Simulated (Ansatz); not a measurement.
# Calculations on AlRu

Part 1: Vibrations

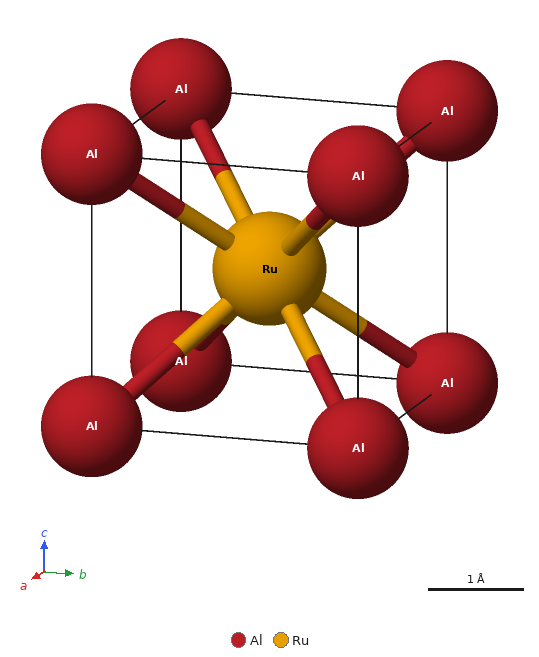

Normal modes of solid AlRu, space group Pm-3m (No. 221), at the zone centre. A ball-and-stick model of the cell of the calculation, seen slightly off an axis.

The calculation used Ansatz 0.2.0, DFT LDA, scalar-relativistic, plane waves, PAW. Settings: plane-wave cutoff 420 eV; k-point mesh 14 × 14 × 14; occupations fermi dirac; smearing width 0.15 eV; no spin polarisation.

The frequencies depend somewhat on the k-mesh and the smearing.

### List the optical modes.

The calculation's cell holds 2 atoms, so there are 3 optical modes, in 1 level. The optical modes span T₁u. No level is unstable.

```
level  symmetry  frequency (cm⁻¹)         activity
    1       T₁u               324  infrared-active
```

The crystal is a metal, so free carriers screen the infrared response.

The modes drawn as arrows (one member of each degenerate set):

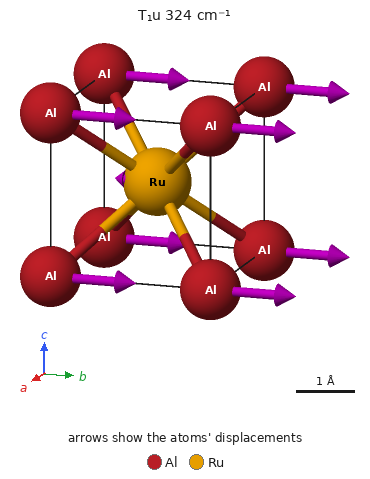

Part 2: Vibrations

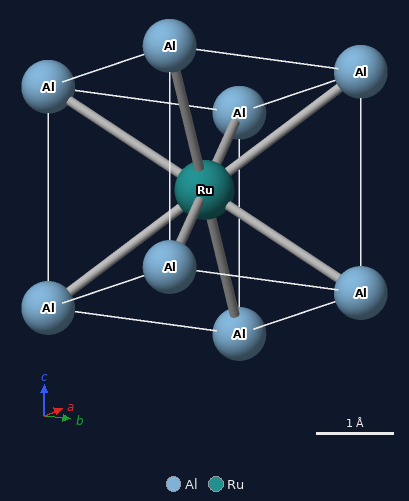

Phonons of solid AlRu at 1.02 times its rest volume, space group Pm-3m (No. 221), at the zone centre. A ball-and-stick model of the cell of the calculation, seen from a free direction.

Theory: Ansatz 0.2.0, DFT LDA, scalar-relativistic, plane waves, PAW. Set-up: plane-wave cutoff 420 eV; k-point mesh 14 × 14 × 14; occupations fermi dirac; smearing width 0.15 eV; no spin polarisation.

The frequencies depend somewhat on the k-mesh and the smearing.

List the optical modes.

The calculation's cell holds 2 atoms, so there are 3 optical modes, in 1 level. The optical modes span T₁u. No level is unstable.

```tsv
level	symmetry	frequency (cm⁻¹)	activity
1	T₁u	311	infrared-active
```

The crystal is a metal, so free carriers screen the infrared response.

The modes drawn as arrows (one member of each degenerate set):

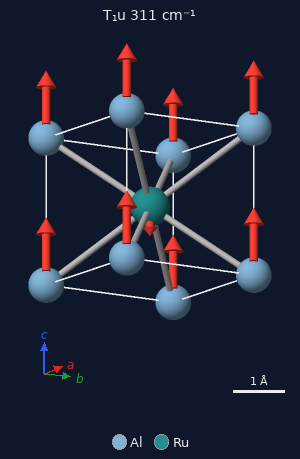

Part 3: One mode

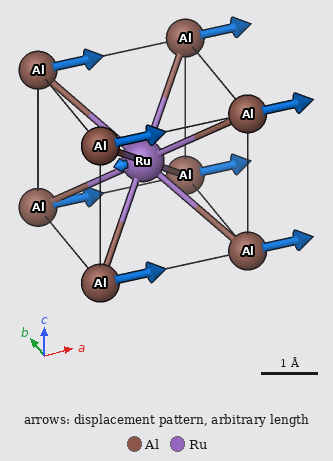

One vibrational mode of crystalline AlRu relaxed at 18 GPa at the zone centre. The blue arrows give the relative displacements of the atoms. The picture is a ball-and-stick view of the cell of the calculation, seen from a free direction.

Theory: Ansatz, DFT LDA, scalar-relativistic, plane waves, PAW.

Input
```yaml
crystal:
  lattice:
    - [2.8899003266, 0.0, 0.0]
    - [0.0, 2.8899003266, 0.0]
    - [0.0, 0.0, 2.8899003266]
  atoms:
    - { symbol: Al, position: [0.0, 0.0, 0.0] }
    - { symbol: Ru, position: [0.5, 0.5, 0.5] }
basis:
  ecutwfc: 420
kpoints:
  mp_grid: { grid: [14, 14, 14] }
hamiltonian:
  xc: lda
scf:
  occupations: { method: fermi_dirac, width: 0.15 }
output:
  eigenvalues: true
phonons:
  method: dfpt
  eigenvectors: true
```

Run as
```bash
ansatz run input.yaml --threads 1 --pin off --max-ram 3072MiB --backend cpu --events-out ev --progress --plain --runs-dir out
```

The frequencies depend somewhat on the k-mesh and the smearing.

Question: Describe the mode and give its frequency.

Answer: This is the T₁u mode (triply degenerate; one member of the set is drawn) at 45.6 meV, the only optical level, infrared-active by symmetry. The Al sublattice moves against the Ru sublattice, along a; the kinetic energy is shared as Al 79 %, Ru 21 %. The crystal is a metal, so free carriers screen the infrared response.

Part 4: One mode

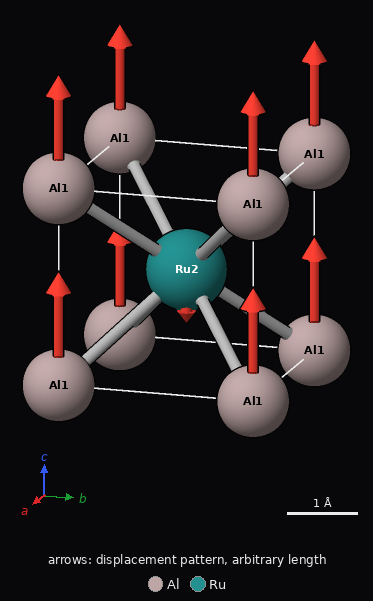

One vibrational mode of crystalline AlRu relaxed at 7 GPa at the zone centre. The red arrows are the displacements of the atoms (eigenvector over the root of the mass), of arbitrary overall length and sign. The picture is a ball-and-stick view of the cell of the calculation, seen slightly off an axis.

The calculation used DFT LDA, scalar-relativistic, plane waves, PAW in Ansatz 0.2.0.

Input file:
```yaml
crystal:
  lattice:
    - [2.9276575817, 0.0, 0.0]
    - [0.0, 2.9276575817, 0.0]
    - [0.0, 0.0, 2.9276575817]
  atoms:
    - { symbol: Al, position: [0.0, 0.0, 0.0] }
    - { symbol: Ru, position: [0.5, 0.5, 0.5] }
basis:
  ecutwfc: 420
kpoints:
  mp_grid: { grid: [14, 14, 14] }
hamiltonian:
  xc: lda
scf:
  occupations: { method: fermi_dirac, width: 0.15 }
output:
  eigenvalues: true
phonons:
  method: dfpt
  eigenvectors: true
```

Command:
```bash
ansatz run input.yaml --threads 1 --pin off --max-ram 3072MiB --backend cpu --events-out ev --progress --plain --runs-dir out
```

The frequencies depend somewhat on the k-mesh and the smearing.

**Give the symmetry, activity and frequency of this mode.**

This is the T₁u mode (triply degenerate; one member of the set is drawn) at 342 cm⁻¹, the only optical level, infrared-active by symmetry. The Al sublattice moves against the Ru sublattice, along c; the kinetic energy is shared as Al 79 %, Ru 21 %. The crystal is a metal, so free carriers screen the infrared response.

Part 5: Softest mode

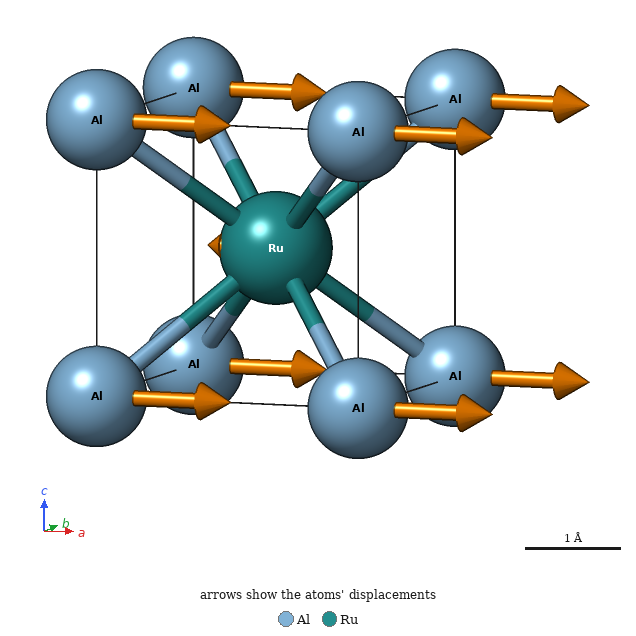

The lowest optical mode of solid AlRu at 0.98 times its rest volume, space group Pm-3m (No. 221), at the zone centre. The orange arrows give the relative displacements of the atoms. The picture is a ball-and-stick view of the cell of the calculation, seen slightly off an axis.

Computed with DFT LDA, scalar-relativistic, plane waves, PAW in Ansatz 0.2.0.

Input
```yaml
crystal:
  lattice:
    - [2.9358193035, 0.0, 0.0]
    - [0.0, 2.9358193035, 0.0]
    - [0.0, 0.0, 2.9358193035]
  atoms:
    - { symbol: Al, position: [0.0, 0.0, 0.0] }
    - { symbol: Ru, position: [0.5, 0.5, 0.5] }
basis:
  ecutwfc: 420
kpoints:
  mp_grid: { grid: [14, 14, 14] }
hamiltonian:
  xc: lda
scf:
  occupations: { method: fermi_dirac, width: 0.15 }
output:
  eigenvalues: true
phonons:
  method: dfpt
  eigenvectors: true
```

Run as
```bash
ansatz run input.yaml --threads 1 --pin off --max-ram 3072MiB --backend cpu --events-out ev --progress --plain --runs-dir out
```

The frequencies depend somewhat on the k-mesh and the smearing.

Is this crystal at a minimum with respect to the drawn distortion?

Answer. Yes: this softest mode has a real frequency, and so have all others here. That speaks for this wave vector alone: the rest of the zone wasn't checked in this run. This is the T₁u mode (triply degenerate; one member of the set is drawn) at 41.7 meV, the only optical level, infrared-active by symmetry. The Al sublattice moves against the Ru sublattice, along a; the kinetic energy is shared as Al 79 %, Ru 21 %. The crystal is a metal, so free carriers screen the infrared response.
